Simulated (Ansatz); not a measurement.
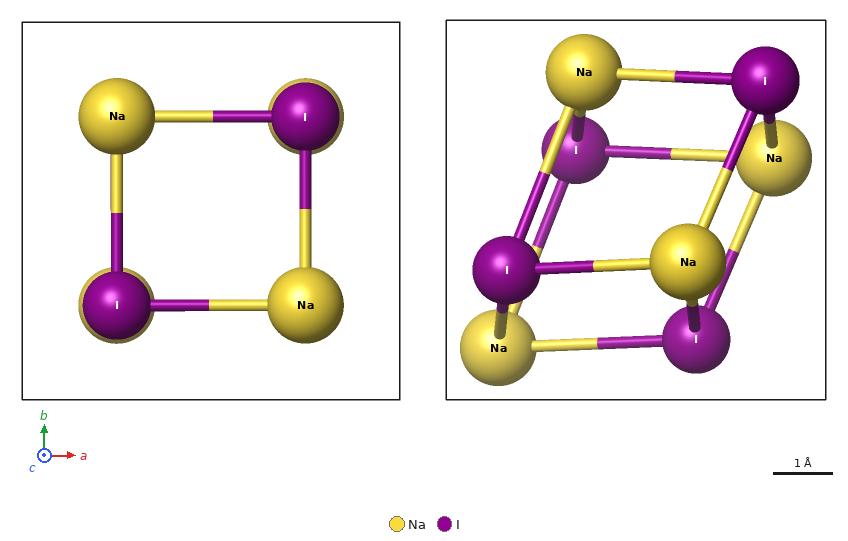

Two geometries of a crystal of NaI (built on the FeSi-198 type type), drawn at one scale. One is the start of a relaxation, the other its converged end. Style: ball-and-stick. Shown: the cell of the calculation, along the c axis.

Computed with DFT, PBEsol, plane waves, PAW in Ansatz 0.2.0. Set-up: plane-wave cutoff 420 eV; k-point mesh 4 × 4 × 4; occupations fermi dirac; smearing width 0.03 eV; no spin polarisation; cell and atoms relaxed; force threshold 0.01 eV/Å; at most 120 steps.

### Which geometry has the lower energy?

The left one is the relaxed one. Over 9 accepted moves (10 points after the start) the energy falls by 185 meV per atom. The largest force component goes from 0.25 to 0.0062 eV/Å. Pressure: −0.62 GPa at the start and −0.04 GPa at the end. At 1 point the geometry stayed and the basis and grid were re-selected for the new cell (energy shift of less than 0.05 meV per atom at most each time). The largest moves relative to the cell, 1.25 Å, are those of Na atoms. By element the largest moves are Na 1.25 Å, I 1.02 Å. The drawn cell changes as follows: a = b = c 6.437 → 6.409 Å (−0.4 %); the volume changes by −1.3 %. Among the contacts that change: I–Na 3.296 → 5.552 Å, I–Na 3.610 → 3.209 Å, I–Na 3.351 → 3.200 Å. Bonds break: I–Na (3.30 → 5.55 Å). Bond angles that change, for instance: I–Na–I 135.2° → 179.8°, Na–I–Na 135.2° → 179.8°, Na–I–Na 114.6° → 90.1°. The space group stays P2_13 (No. 198). The run took 29 s on 4 threads of Arm Neoverse V2 (shared host), peak memory 0.68 GiB.
